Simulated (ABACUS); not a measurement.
**A series of single points on Pt**

System: Pt (Im-3m, 1 atom in the cell).
Method: Kohn-Sham DFT of a periodic cell, PBE, PseudoDojo NC SR 0.4.1 PBE standard, no spin polarisation (ABACUS 3.10.1).

The 7 runs differ only in the geometry, by an even scaling of the cell at fixed fractional positions. The structure derives from a Materials Project entry.

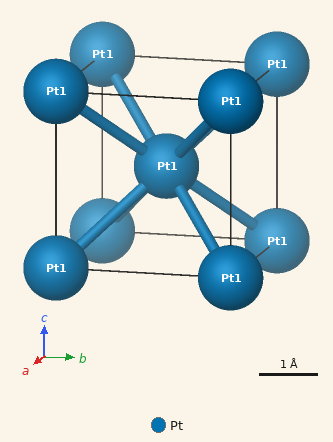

Figure 1. The structure of run 4 (ball-and-stick view of the cell 2 times as large as that of the calculation, set on its symmetry axes, seen slightly off an axis; atoms are numbered from 1 in the order of the input).

## Input file of run 4
```
INPUT_PARAMETERS
suffix              Pt
calculation         scf
basis_type          lcao
pseudo_dir          ./
orbital_dir         ./
symmetry            1
dft_functional      pbe
ecutwfc             100
pseudo_rcut         10
nspin               1
nbands              13
ks_solver           genelpa
smearing_method     fd
smearing_sigma      0.00367493
scf_thr             1e-07
scf_nmax            100
mixing_type         broyden
mixing_beta         0.7
cal_force           1
cal_stress          1
out_mul             1
```

## File STRU of run 4
```
ATOMIC_SPECIES
Pt 195.0840 Pt.upf

NUMERICAL_ORBITAL
Pt_confined-atom_7au_4s3p3d1f.orb

LATTICE_CONSTANT
1.8897261246

LATTICE_VECTORS
-1.5842200000 1.5842200000 1.5842200000
1.5842200000 -1.5842200000 1.5842200000
1.5842200000 1.5842200000 -1.5842200000

ATOMIC_POSITIONS
Direct

Pt
0.0
1
0.0000000000 0.0000000000 0.0000000000 1 1 1
```

## File KPT of run 4
```
K_POINTS
0
Gamma
12 12 12 0 0 0
```

Command:
```bash
OMP_NUM_THREADS=1 mpirun -np 4 abacus > log
```

Run 2 differs from it as follows:
```diff
--1.5842200000 1.5842200000 1.5842200000
-1.5842200000 -1.5842200000 1.5842200000
-1.5842200000 1.5842200000 -1.5842200000
+-1.5628089970 1.5628089970 1.5628089970
+1.5628089970 -1.5628089970 1.5628089970
+1.5628089970 1.5628089970 -1.5628089970
```

## Results, with one run withheld

```tsv
run	volume per atom (Å³)	free energy per atom, from the lowest run given (meV)	pressure (GPa)
1	14.950	38.76	15.36
2	15.268	?	?
3	15.586	2.20	3.59
4	15.904	0.00	−1.28
5	16.222	6.87	−5.55
6	16.540	21.68	−9.33
7	16.858	43.66	−12.66
```

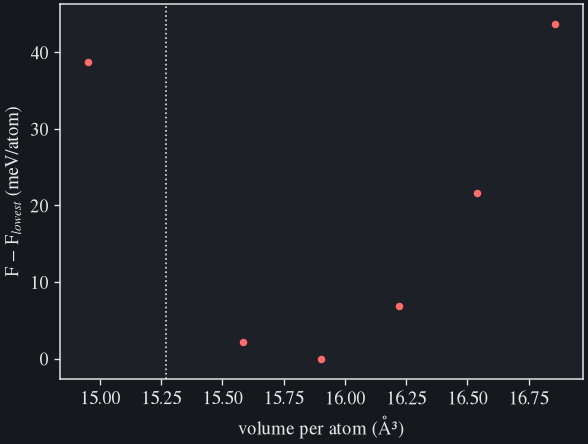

Figure 2. Free energy per atom of the runs given; the dotted line marks run 2.

Estimate the energy of run 2 from the others.

A cubic polynomial in V^(−2/3) (the Birch–Murnaghan form), fitted to the 6 runs given, misses them by at most 0.03 meV per atom. With x = V^(−2/3) − 0.15756 Å⁻², it reads F = 0.99044 − 2343.2 x + 1.0221e+06 x² + 3.7147e+06 x³ (meV per atom). At run 2 it gives 14.68 meV per atom, and the run itself gives 14.67. The slope of the fit gives a pressure −dF/dV of 9.09 GPa there, and the run prints 9.09 GPa. The fit has its minimum at 15.818 Å³ per atom, where V d²F/dV² gives 235 GPa: the bulk modulus at this level, since symmetry fixes the shape and the positions.

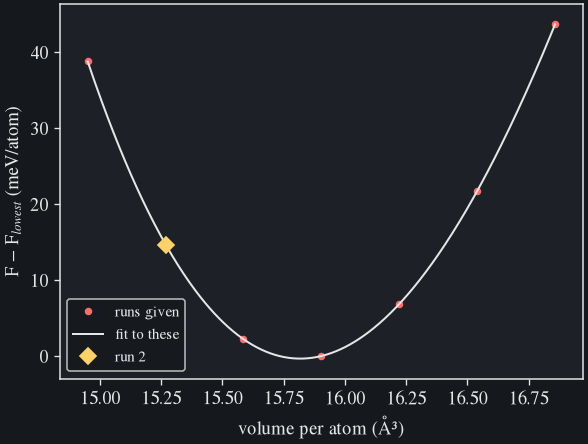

Figure 3. The fit and the withheld run.

## Some lines of the output (run 2)
```
[...]
                          Volume (Bohr^3) = 103.033
                             Volume (A^3) = 15.2678
 E_Fermi        1.7494332355         23.8022602731
 E_Fermi        1.6604073670         22.5910011925
 E_Fermi        1.6866754788         22.9483971887
 E_Fermi        1.6825913134         22.8928292672
 E_Fermi        1.6826547511         22.8936923817
 E_Fermi        1.6826436784         22.8935417296
 E_KS(sigma->0) -261.1738982695      -3553.4531853374
 E_Fermi        1.6826445238         22.8935532319
 final etot is -3553.4560604 eV
 EFERMI = 22.893553232 eV
 TOTAL-PRESSURE: 90.932370 KBAR
 !FINAL_ETOT_IS -3553.4560603569771047 eV
```

Notes: Points of doubt noted for this run: home made orbitals. Spin–orbit coupling is left out, which matters for Pt.
